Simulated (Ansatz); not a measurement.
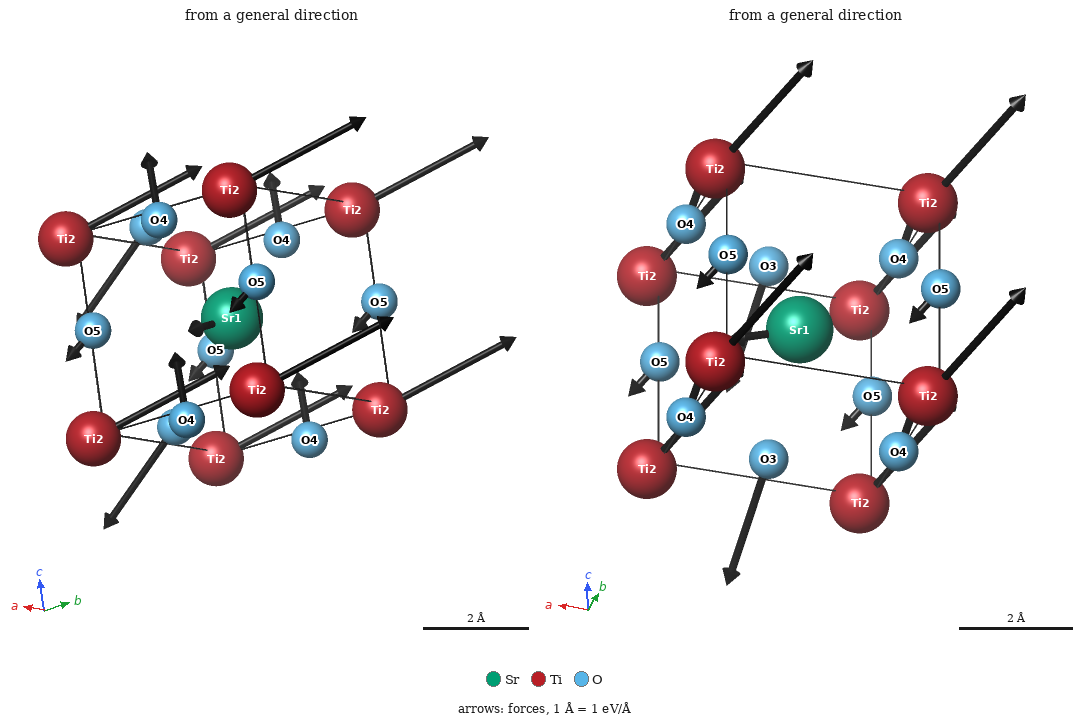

We look at a spheres-only model of the crystal from two general directions. The parallelepiped is the simulation cell. The arrows are the computed forces on the atoms.

System: SrTiO3. The calculation used DFT, PAW plane waves, r2SCAN (Ansatz), with plane waves up to 500 eV, k-grid 5×5×5, Fermi-Dirac smearing of 0.025 eV, collinear spins.

Q: Is the structure at a minimum of the energy?

A: No. The atoms still feel forces of up to about 2.5 eV/Å, far above a usual threshold of 0.01 to 0.03 eV/Å.

Q: Name the atom under the greatest force.

A: Ti2, about 2.5 eV/Å.

Q: Give the mean magnitude of the force by element.

A: Mean magnitudes: about Sr 0.8 eV/Å, Ti 2.5 eV/Å, O 1.3 eV/Å.

Note that this is a known structure type with the cell strained and the atoms shaken on purpose, and that it hasn't been relaxed. It was run through Ansatz as a DFT input.
